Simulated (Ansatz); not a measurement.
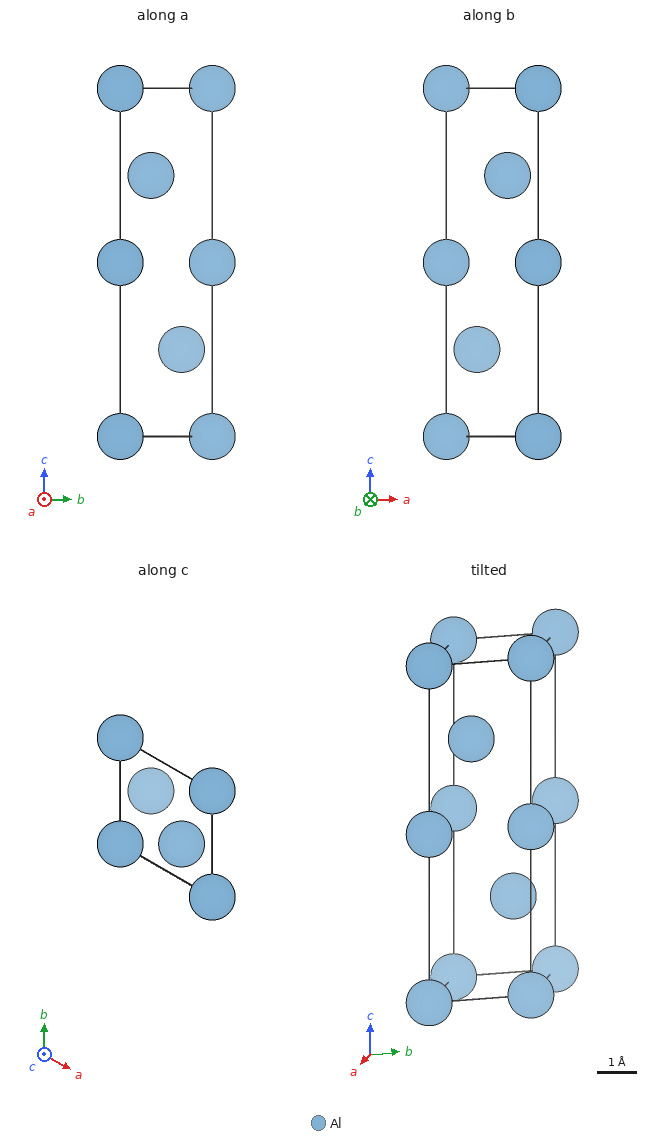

We look at a spheres-only model of the crystal along the a axis, along the b axis, along the c axis and slightly off an axis. The conventional unit cell is drawn as a box.

Lattice parameters: a = 2.7457 Å, b = 2.7457 Å, c = 9.0009 Å, α = 90.000°, β = 90.000°, γ = 120.000°.

### Reconstruct the structure as a CIF in P1 with every atom of the cell.

```cif
data_structure
_symmetry_space_group_name_H-M 'P 1'
_symmetry_Int_Tables_number 1
_cell_length_a 2.7457
_cell_length_b 2.7457
_cell_length_c 9.0009
_cell_angle_alpha 90.000
_cell_angle_beta 90.000
_cell_angle_gamma 120.000
_cell_volume 58.76
loop_
_atom_site_label
_atom_site_type_symbol
_atom_site_fract_x
_atom_site_fract_y
_atom_site_fract_z
_atom_site_occupancy
Al1 Al 0.0000 0.0000 0.0000 1
Al2 Al 0.0000 0.0000 0.5000 1
Al3 Al 0.3333 0.6667 0.2500 1
Al4 Al 0.6667 0.3333 0.7500 1
```

The initial geometry was a structure type filled with this element by a generator (whether the element takes this form wasn't checked). Earlier steps of the study may have refined or changed the cell and positions. An electronic-structure calculation with Ansatz was run on it.

At this level of theory the cell isn't at rest (compressed, at 9 GPa), so its distances can differ from those at equilibrium, the more so the softer the solid.
